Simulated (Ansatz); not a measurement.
Consider Si.

```xyz
4
Lattice="2.6069 -2.6069 0.0000 2.6069 2.6069 0.0000 0.0000 0.0000 5.4309" Properties=species:S:1:pos:R:3 pbc="T T T"
Si    2.6069    0.0000    0.0000
Si    0.0000    0.0000    2.7155
Si    1.3034   -1.3034    1.3577
Si    1.3034    1.3034    4.0732
```

Space group I4₁/amd; changed on purpose from its base cell (strain -0.040 along x and y, +0.000 along z, atoms carried along); computed pressure about 10 GPa in this cell.

Method: DFT r2SCAN, scalar-relativistic, plane waves, PAW (Ansatz).

**What can the converged valence pseudo-density and electron localisation function tell about the bonding?**

Si–Si (2.29 Å): ρ is about 0.63 e/Å³ halfway; the ELF peaks at about 0.95 between the atoms (localised, covalent bonding).

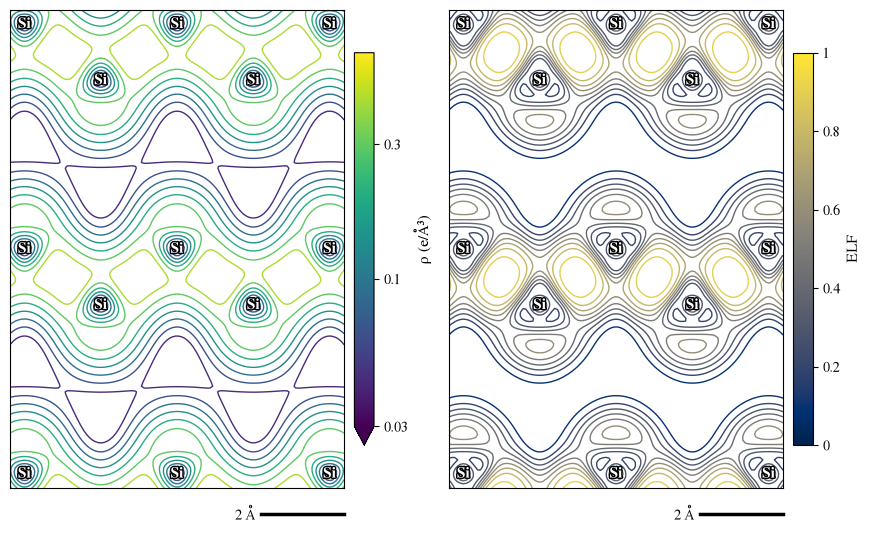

Computed valence pseudo-density and electron localisation function on the (010) plane of the conventional cell, in this order. 

Core electrons are frozen (PAW), and the valence fields are smoothed inside the atomic spheres.
